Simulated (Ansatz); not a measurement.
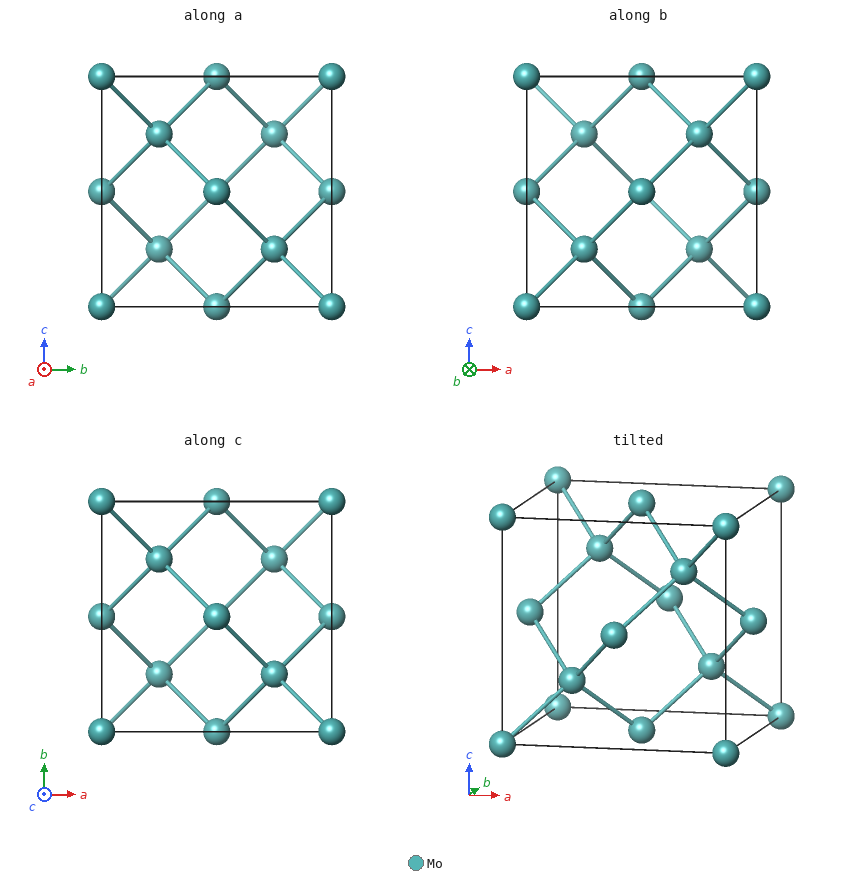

Ball-and-stick representation of a periodic structure, projected along the a axis, along the b axis, along the c axis and slightly off an axis. The lines enclose the conventional unit cell; boundary atoms appear with their images.

Lattice parameters: a = 5.866 Å, b = 5.866 Å, c = 5.866 Å, α = 90.00°, β = 90.00°, γ = 90.00°. Put a along x and b in the xy plane.

Question: Reconstruct the structure as a POSCAR file.

Answer:
```
Mo
1.0
     5.866    0.000    0.000
     0.000    5.866    0.000
     0.000    0.000    5.866
Mo
8
Direct
  0.7500 0.7500 0.2500
  0.0000 0.5000 0.5000
  0.7500 0.2500 0.7500
  0.0000 0.0000 0.0000
  0.2500 0.7500 0.7500
  0.5000 0.5000 0.0000
  0.2500 0.2500 0.2500
  0.5000 0.0000 0.5000
```

Provenance: a structure type filled with this element by a generator (whether the element takes this form wasn't checked). Earlier steps of the study may have refined or changed the cell and positions. A calculation with Ansatz used it as input.

At this level of theory the cell isn't at rest (stretched, at -7 GPa), so its distances can differ from those at equilibrium, the more so the softer the solid.
